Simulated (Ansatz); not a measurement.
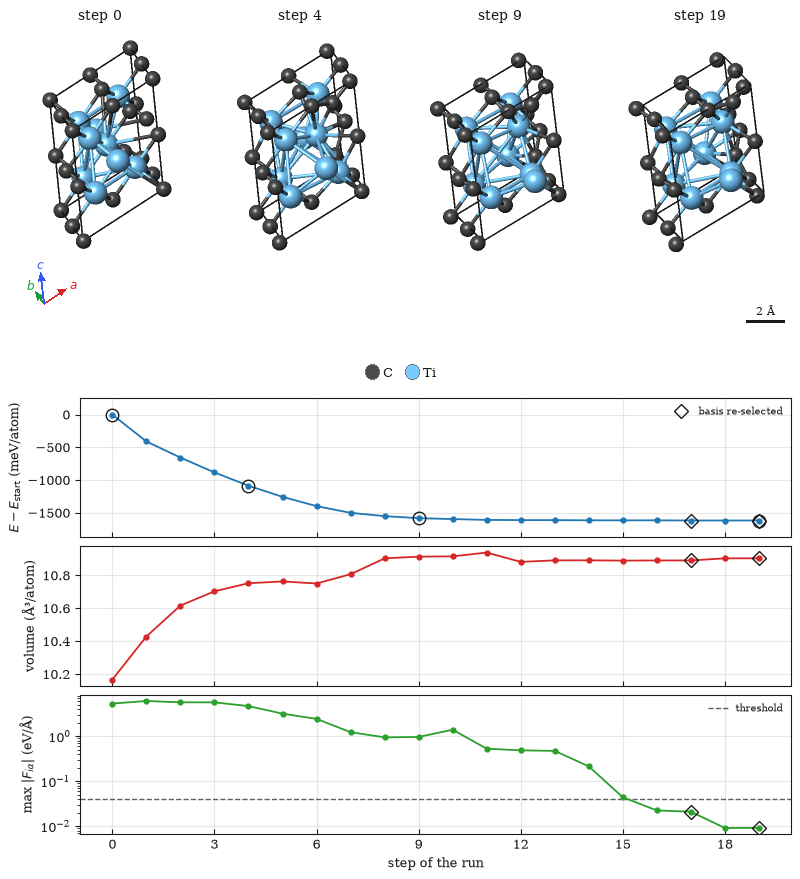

Frames of a relaxation of a crystal of TiC (a generated structure, set up in P1) (coarse preliminary run), marked on the history of the run. A ball-and-stick model of the cell of the calculation, reduced to other axes (origin shifted), seen slightly off an axis. Lengths and directions refer to the drawn axes.

Case: C and Ti exchanged on 2 pairs of sites drawn at random in a supercell of the crystal.

The calculation used DFT PBE, scalar-relativistic, plane waves, PAW (Ansatz). Set-up: plane-wave cutoff 420 eV; k-point mesh 3 × 3 × 3; occupations gaussian; smearing width 0.1 eV; no spin polarisation; cell and atoms relaxed; force threshold 0.04 eV/Å; at most 50 steps.

**Describe the path.**

After 17 accepted moves (19 points after the start) the energy has fallen by 1615 meV per atom. The largest force component goes from 5.4 to 0.0092 eV/Å. The pressure goes from 17.76 to 0.08 GPa. The SCF was repeated twice at an unchanged geometry on a basis and grid sized afresh for the cell, which shifted the energy by 2.6 meV per atom at most. A Ti atom moves most relative to the cell: 1.77 Å roughly along [3 −2 2]. Largest moves by element: Ti 1.77 Å, C 1.50 Å. The volume changes by +7.2 %, with a 6.128 → 6.039 Å (−1.4 %), b 6.128 → 6.355 Å (+3.7 %), c 6.128 → 6.031 Å (−1.6 %), α 60.0° → 62.8°, β 60.0° → 63.1°, γ 60.0° → 63.0°. Near-neighbour distances that change, for instance: Ti–Ti 2.181 → 4.309 Å, C–Ti 4.354 → 2.246 Å, Ti–Ti 4.840 → 2.951 Å, Ti–Ti 3.057 → 4.927 Å. New bonds form, among them: C–C (2.11 → 1.48 Å), C–C (2.14 → 1.52 Å), C–C (2.15 → 1.47 Å), C–C (2.18 → 1.52 Å). Bonds break, among them: Ti–Ti (2.14 → 3.90 Å), Ti–Ti (2.18 → 4.31 Å), Ti–Ti (3.06 → 4.93 Å). Bond angles that change, for instance: Ti–C–Ti 90.5° → 78.7°, Ti–C–Ti 89.1° → 78.4°, Ti–C–Ti 178.7° → 168.7°. The space group stays P1 (No. 1). From step 0 to 4: a Ti atom moves most (0.77 Å), volume +5.8 %, energy −1084 meV per atom. From step 4 to 9: a Ti atom moves most (0.88 Å), volume +1.5 %, energy −495 meV per atom. From step 9 to 19: a C atom moves most (0.32 Å), energy −35.8 meV per atom.

| step | E − E(0), meV/atom | largest force component, eV/Å | pressure, GPa | volume, Å³/atom | note |
| --- | --- | --- | --- | --- | --- |
| 0 | 0.00 | 5.3877 | 17.76 | 10.168 |  |
| 1 | -408.63 | 6.1439 | 10.59 | 10.429 |  |
| 2 | -655.07 | 5.7381 | 5.70 | 10.617 |  |
| 3 | -881.48 | 5.7292 | 2.42 | 10.704 |  |
| 4 | -1084.37 | 4.7278 | 0.79 | 10.753 |  |
| 5 | -1254.29 | 3.2077 | 1.29 | 10.764 |  |
| 6 | -1395.98 | 2.4585 | 1.91 | 10.751 |  |
| 7 | -1498.17 | 1.2429 | 1.88 | 10.808 |  |
| 8 | -1548.89 | 0.9536 | 0.34 | 10.904 |  |
| 9 | -1579.68 | 0.9713 | 0.01 | 10.915 |  |
| 10 | -1593.54 | 1.4101 | -0.33 | 10.916 |  |
| 11 | -1606.20 | 0.5325 | -0.40 | 10.939 |  |
| 12 | -1609.35 | 0.4899 | 0.47 | 10.883 |  |
| 13 | -1609.77 | 0.4765 | -0.44 | 10.892 |  |
| 14 | -1612.47 | 0.2155 | 0.07 | 10.892 |  |
| 15 | -1612.83 | 0.0443 | 0.05 | 10.890 |  |
| 16 | -1612.85 | 0.0225 | 0.00 | 10.891 |  |
| 17 | -1615.44 | 0.0211 | 0.29 | 10.891 | same geometry, new basis |
| 18 | -1615.46 | 0.0092 | 0.09 | 10.904 |  |
| 19 | -1615.48 | 0.0092 | 0.08 | 10.904 | same geometry, new basis |
